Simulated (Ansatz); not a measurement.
**Run report: Ga2O3, single-point calculation**

System: Ga2O3 (C2/m, 10 atoms in the cell).
Method: DFT PBE, scalar-relativistic, plane waves, PAW, no spin polarisation (Ansatz 0.2.0).

The structure derives from a Materials Project entry. Figures and captions count atoms from 1; the log counts them from 0 in places.

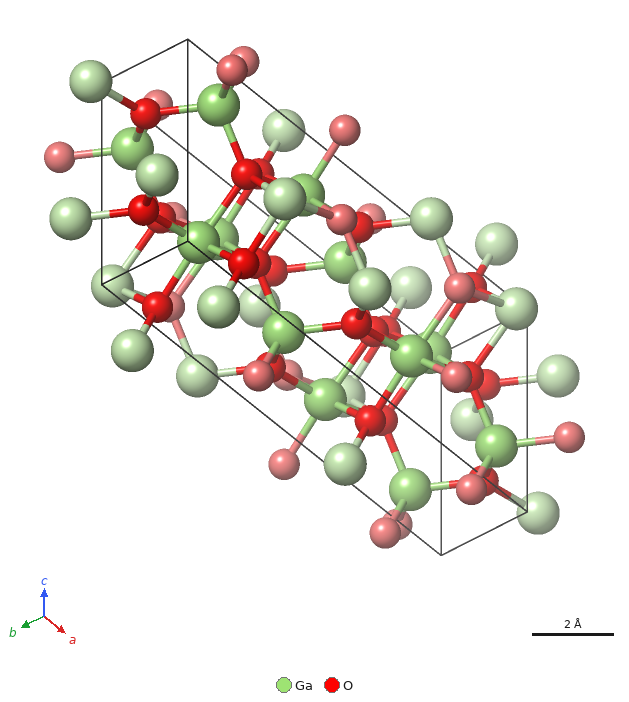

*The structure (ball-and-stick view of the cell 2 times as large as that of the calculation, set on its symmetry axes, seen at an oblique angle; neighbours outside the cell are drawn fainter). An atom can appear more than once, as a periodic image.*

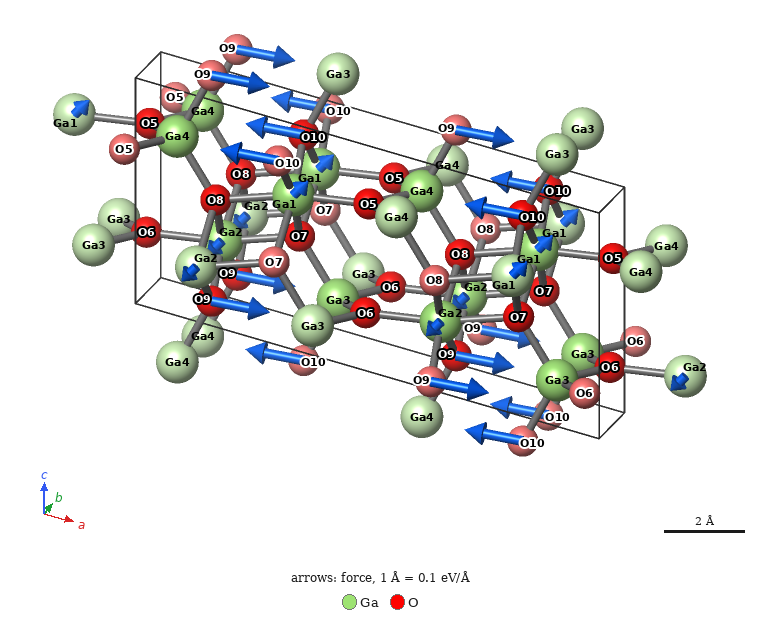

*Forces on the atoms as blue arrows (ball-and-stick view of the cell 2 times as large as that of the calculation, set on its symmetry axes, seen slightly off an axis; neighbours outside the cell are drawn fainter; atoms are numbered from 1 in the order of the input).*

The largest act on O9, O10 (0.15 eV/Å); Ga1, Ga2 (0.06 eV/Å). The geometry is not a stationary point of this energy.

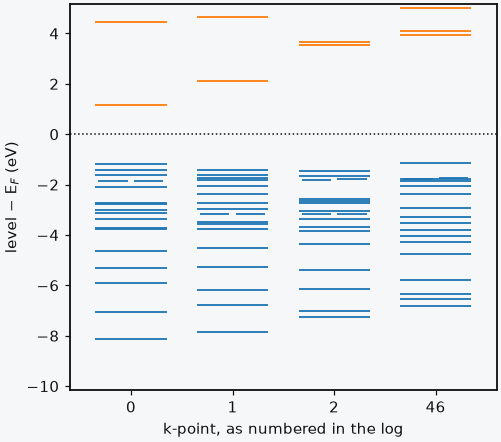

*Kohn–Sham levels near the Fermi level (dotted) at the few k-points that the log prints; levels within 0.02 eV of each other stand side by side.*

Among these points the highest filled and lowest empty levels are 2.31 eV apart, which is the gap on the mesh.

These pictures come from the run below.

### Input file
```yaml
crystal:
  lattice:
    - [6.14023671, -1.52378368, 0.0]
    - [6.14023671, 1.52378368, 0.0]
    - [-1.38413089, 0.0, 5.65034886]
  atoms:
    - { symbol: Ga, position: [0.3411617, 0.3411617, 0.68526966] }
    - { symbol: Ga, position: [0.6588383, 0.6588383, 0.31473034] }
    - { symbol: Ga, position: [0.9095256, 0.9095256, 0.205214] }
    - { symbol: Ga, position: [0.0904744, 0.0904744, 0.794786] }
    - { symbol: O, position: [0.50353087, 0.50353087, 0.74333591] }
    - { symbol: O, position: [0.49646913, 0.49646913, 0.25666409] }
    - { symbol: O, position: [0.82662894, 0.82662894, 0.43676984] }
    - { symbol: O, position: [0.17337106, 0.17337106, 0.56323016] }
    - { symbol: O, position: [0.16450498, 0.16450498, 0.10915408] }
    - { symbol: O, position: [0.83549502, 0.83549502, 0.89084592] }
basis:
  ecutwfc: 420
kpoints:
  mp_grid: { grid: [6, 6, 4] }
hamiltonian:
  xc: pbe
scf:
  occupations: { method: gaussian, width: 0.1 }
output:
  forces: true
  stress: true
  eigenvalues: true
```

Launch command:
```bash
ansatz run input.yaml --threads 8 --pin off --max-ram 28672MiB --backend cpu --events-out ev --progress --plain --runs-dir out
```

### Log
```
basis.fft_grid_basis auto: the FFT boxes are laid along the combinations [[1, -1, 0], [0, 1, 0], [0, 0, 1]] of the cell's own vectors, 3.048, 6.326 and 5.817 Å long. The dense box has 24×45×40 points. Along the cell's own vectors, as sized, it would have 45×45×40, 1.88 times as many. Of the 4 symmetry operations that the crystal satisfies within crystal.symmetry.tolerance (time reversal apart; of a slab, those that keep its plane) the dense box along the cell's own vectors carries 4, and the one as laid loses 2 of those. basis.fft_grid_basis: typed keeps the cell's own vectors: state it where this run's energies or levels are differenced outside the engine with another run's, or held beside a run that keeps those vectors.
Engine: ansatz 0.2.0, x86_64-unknown-linux-gnu
Pseudopotentials: kind: paw
Pseudopotential: Ga, paw, valence charge 13, recommended cutoff 420 eV (normal), Ga.paw.azcp
Pseudopotential: O, paw, valence charge 6, recommended cutoff 420 eV (normal), O.paw.azcp
Functional definition: PBE
  parameter kappa = 0.804
  parameter beta = 0.06672455060314922
  exchange = pbe_x(kappa = kappa, mu = beta*pi^2/3)
  correlation = pbe_c(beta = beta)
Crystal: 10 atoms, lattice volume = 105.734 Å³
Basis set: ecut = 420 eV, 2047 PW (Γ), FFT grids on a1−a2, a2, a3, exchange–correlation on 48×90×80 points (8 copies of the dense FFT grid, shifted against one another)
Bands: 54, of which v1, the nominal top of the filled ones, is band 44 counted from 1 (43 counted from 0)
Symmetry: 4 space group operations
Space group: C2/m (ITA 12), of the structure as read, at distance tolerance 4.7e-5 Å
k-points: 47 of 144
Non-local potential: Ga, projectors of the file, l = 0: 2, l = 1: 2, l = 2: 3, l = 3: 1
Non-local potential: O, projectors of the file, l = 0: 2, l = 1: 2, l = 2: 1
PAW form: soft (Blöchl's): semilocal exchange-correlation on the pseudo side does not see the compensation charge
PAW one-centre angular grid: Ga, 590 points (default); XC on 64 Gauss nodes
PAW one-centre angular grid: O, 110 points (default); XC on 64 Gauss nodes
Initial density: superposition of atomic densities (neutral atoms: chi_scale 0, normalization atom), corrected by the library's trained network
Initial wavefunctions: pseudopotential atomic-orbital guess
Functional: x = pbe(κ = 0.804, μ = 0.2195149727645171), c = pbe(β = 0.06672455060314922)
SCF iter   1: F=—  HF=-18540.038536 eV  |F-HF|=—  |Δ(HF+E_count)|=         —  Δρ=1.11e-3  dr2=4.15e-4  ethr=1.77e-3  ⟨swp⟩=5.8  Hψ=9217  notcnv=0  defer=23
preconditioner: auto → Resta (q_TF=auto, 2.646 Å⁻¹)  ε∞=4.7  [insulator: Δε(μ)=2.312 eV  Ē_g=17.728 eV  σ=0.100 eV  W_gap=1.00  n_scr=34 (ndim 8)  ℏωp=33.9 eV  f_vac=0.015  D(μ)=0.00/eV (n_scr^D=0)  ε∞_Penn≈4.7]
SCF iter   2: F=—  HF=-18540.039564 eV  |F-HF|=—  |Δ(HF+E_count)|=   1.03e-3  Δρ=5.88e-4  dr2=1.32e-4  ethr=4.72e-7  ⟨swp⟩=2.8  Hψ=5260  notcnv=0  defer=36
SCF iter   3: F=—  HF=-18540.040008 eV  |F-HF|=—  |Δ(HF+E_count)|=   4.44e-4  Δρ=2.16e-4  dr2=3.54e-5  ethr=1.50e-7  ⟨swp⟩=2.0  Hψ=4416  notcnv=0  defer=1
automatic band count: iteration 3 solves 52 bands in place of 54: the levels show a gap, and the empty bands left out lie too high to hold charge; the band table lists the bands solved (type scf.n_extra_bands for more)
SCF iter   4: F=—  HF=-18540.040112 eV  |F-HF|=—  |Δ(HF+E_count)|=   1.04e-4  Δρ=6.15e-5  dr2=3.55e-6  ethr=4.02e-8  ⟨swp⟩=2.0  Hψ=4134  notcnv=0  defer=1
SCF iter   5: F=—  HF=-18540.040115 eV  |F-HF|=—  |Δ(HF+E_count)|=   2.71e-6  Δρ=2.75e-5  dr2=7.95e-7  ethr=4.03e-9  ⟨swp⟩=2.0  Hψ=3410  notcnv=0  defer=1
SCF iter   6: F=—  HF=-18540.040115 eV  |F-HF|=—  |Δ(HF+E_count)|=   4.24e-7  Δρ=1.49e-5  dr2=1.76e-7  ethr=9.04e-10  ⟨swp⟩=2.0  Hψ=4382  notcnv=0  defer=1
SCF iter   7: F=-18540.040115 eV  HF=-18540.040115 eV  |F-HF|=7.92e-9  |Δ(HF+E_count)|=   3.27e-8  Δρ=3.86e-6  dr2=1.00e-8  ethr=1.14e-10  ⟨swp⟩=6.7  Hψ=9425  notcnv=0
SCF 1 converged in 7 iterations: F = -18540.040115 eV  dr2 = 1.00e-8
  greatest PAW one-centre occupation: 0.998 electrons in one spin orbital (limit 2), on the Ga atom at site 1 (counted from 0), in its partial waves of l = 2
SCF converged after 7 iterations
Free energy (F): -18540.040115 eV
Harris-Foulkes:  -18540.040115 eV  (|F-HF|=7.92e-9)
Internal energy: -18540.040115 eV  (E = F + TS)
E sigma→0 (E₀):  -18540.040115 eV
Fermi energy:    9.211587 eV
--- Per-component energies (eV) ---
  E_band       = -104.065894
  E_kinetic    = 1520.483755
  E_local      = -9133.621481  (includes V_loc(G=0)·N_el)
  E_nonlocal   = 2021.305304
  E_hartree    = 4100.831434
  E_xc         = -712.651449
  E_vxc        = -790.451083  (∫ρ·V_xc dr)
  E_paw        = -8942.494920  (= ΣΔE_a)
  E_vpaw       = -1923.461539  (= ΣTr[D̂ρ^β])
  E_aug_tail   = 0.014347  (compensation charges beyond the density's cutoff)
  E_ewald      = -7393.907106
  E_smearing   = -0.000000  (= −TS)
  E_closure    = 0.000000  (closes the sum)
  Σ components = -18540.040115   (vs F -18540.040115, Δ=0.00e0)
--- Forces (eV/Å), atoms counted from 1 ---
  atom   1  Ga     0.02825260    -0.00000000     0.04805172
  atom   2  Ga    -0.02825260     0.00000000    -0.04805172
  atom   3  Ga     0.02058813     0.00000000    -0.01977868
  atom   4  Ga    -0.02058813    -0.00000000     0.01977868
  atom   5  O     -0.00444886     0.00000000    -0.02235576
  atom   6  O      0.00444886     0.00000000     0.02235576
  atom   7  O      0.01187638    -0.00000000     0.01612995
  atom   8  O     -0.01187638     0.00000000    -0.01612995
  atom   9  O      0.15170126    -0.00000000     0.01430720
  atom  10  O     -0.15170126     0.00000000    -0.01430720
  max |Σ_I F_I| component: 5.20e-18 eV/Å
--- Stress (GPa, compression-positive) ---
        6.644928       0.000000       0.120243
        0.000000       6.993935      -0.000000
        0.120240      -0.000000       6.588073
  P = ⅓ Tr σ = 6.7423 GPa (67.423 kbar)
--- Band table (eV; the first three rows and the last of 47) ---
  k-point 0: bands = ["-10.8062", "-9.6458", "-9.6335", "-9.5342", "-9.0629", "-9.0476", "-4.9003", "-4.8631", "-4.8580", "-4.8087", "-4.6921", "-4.6873", "-4.6757", "-4.6699", "-4.6154", "-4.4893", "-4.4859", "-4.4793", "-4.4469", "-4.4396", "-4.4179", "-4.4117", "-4.3627", "-4.2699", "-4.1201", "-4.0728", "1.0832", "2.1503", "3.3077", "3.9166", "4.5706", "5.4349", "5.5053", "5.8541", "6.0815", "6.1991", "6.4275", "6.4722", "7.1126", "7.3712", "7.3736", "7.5772", "7.7739", "8.0419", "10.3674", "13.6835", "14.7260", "14.7621", "15.8062", "16.7347", "17.3708", "17.4962"]
  k-point 1: bands = ["-10.7018", "-9.8436", "-9.6381", "-9.4520", "-9.1259", "-9.0052", "-4.8836", "-4.8651", "-4.8596", "-4.8054", "-4.7762", "-4.7090", "-4.6711", "-4.6478", "-4.6074", "-4.5067", "-4.4999", "-4.4854", "-4.4849", "-4.4305", "-4.4159", "-4.3903", "-4.3609", "-4.2340", "-4.2238", "-3.8910", "1.3537", "2.4231", "3.0148", "3.9373", "4.7115", "5.4358", "5.6501", "5.7345", "6.0524", "6.0628", "6.2300", "6.4686", "6.8500", "7.1728", "7.3899", "7.4913", "7.6002", "7.7977", "11.3060", "13.8470", "14.4826", "14.9555", "15.6433", "16.5467", "17.3424", "17.8213"]
  k-point 2: bands = ["-10.5412", "-10.0637", "-9.6449", "-9.3929", "-9.1505", "-9.0093", "-4.8663", "-4.8617", "-4.8529", "-4.8402", "-4.7833", "-4.7733", "-4.6505", "-4.6167", "-4.6115", "-4.5312", "-4.5295", "-4.4983", "-4.4626", "-4.4558", "-4.4142", "-4.3595", "-4.3564", "-4.2784", "-4.1986", "-3.7916", "1.9672", "2.1922", "3.0524", "3.8040", "4.8427", "5.3724", "5.5390", "5.8303", "6.0447", "6.0576", "6.1616", "6.4933", "6.5449", "6.6535", "7.4045", "7.4194", "7.5571", "7.7617", "12.7350", "12.8824", "14.7037", "15.2069", "15.7902", "15.8612", "17.8818", "17.9425"]
  k-point 46: bands = ["-10.4118", "-9.9849", "-9.8134", "-9.4817", "-9.2187", "-8.9402", "-4.8816", "-4.8712", "-4.8697", "-4.8529", "-4.8020", "-4.7999", "-4.6765", "-4.6432", "-4.6183", "-4.6140", "-4.5312", "-4.5281", "-4.4806", "-4.4766", "-4.4123", "-4.3995", "-4.3577", "-4.3229", "-3.8218", "-3.6462", "2.3845", "2.6548", "2.8603", "3.4069", "4.4521", "4.9260", "5.1509", "5.3965", "5.6815", "5.9149", "6.2627", "6.8233", "7.1644", "7.3426", "7.4160", "7.4435", "7.4614", "8.0553", "13.1533", "13.2979", "14.2029", "14.5223", "15.0398", "15.6735", "17.7767", "18.2171"]
```

### Summary

```tsv
quantity	value
outcome	converged
space group (tolerance 0.01 Å)	C2/m (12)
electrons treated	88
free energy	−18540.0401 eV
Fermi energy	9.212 eV
gap on the k-point mesh	2.31 eV
pressure	6.74 GPa
largest force (length of the vector)	0.152 eV/Å
hardware	8 threads of AMD EPYC (Zen 5), 176 GiB of memory available, shared host
wall time	1.1 s (CPU time 6.8 s)
peak memory	0.71 GiB
```

### Notes

The cell is under a pressure of 6.7 GPa at this level, so it is not at its equilibrium volume.
